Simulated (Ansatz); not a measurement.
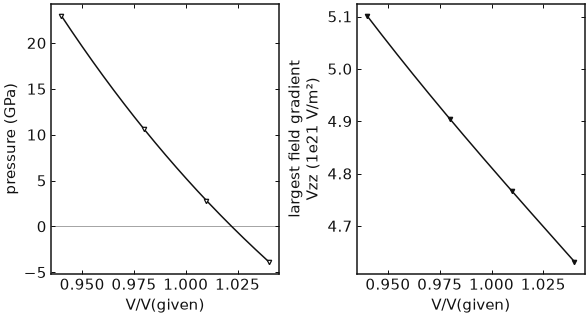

Plotted: pressure and largest field gradient Vzz against V/V(given) for ZrO₂, space group P4_2/nmc (No. 137).

Cell as given: a = 3.596 Å, b = 3.596 Å, c = 5.177 Å, α = 90.00°, β = 90.00°, γ = 90.00°; 6 atoms.

How it was computed, with Ansatz 0.2.0: periodic Kohn-Sham DFT of a crystal at fixed atoms, scaled to the stated factor times the given cell; pressure positive in compression. Level: PBE.

- method: frozen-core PAW
- relativity: scalar
- k mesh: 6×6×4
- occupations: Fermi–Dirac
- smearing width: 0.01 eV
- wave cutoff: 420 eV
- PAW set: soft_2

V(given) is 11.16 Å³/atom.

Question: How does the pressure vary with V/V(given)?

Answer: It falls from 22.9 GPa at V/V(given) 0.94 to −3.8 GPa at 1.04, and changes sign near 1.02.

Question: How does the largest field gradient Vzz vary with V/V(given)?

Answer: It falls from 5.101 1e21 V/m² at V/V(given) 0.94 to 4.632 1e21 V/m² at 1.04.

Limits of the calculation: shape and atomic fractions are frozen while scaling, which makes layered, chain and framework solids too stiff.
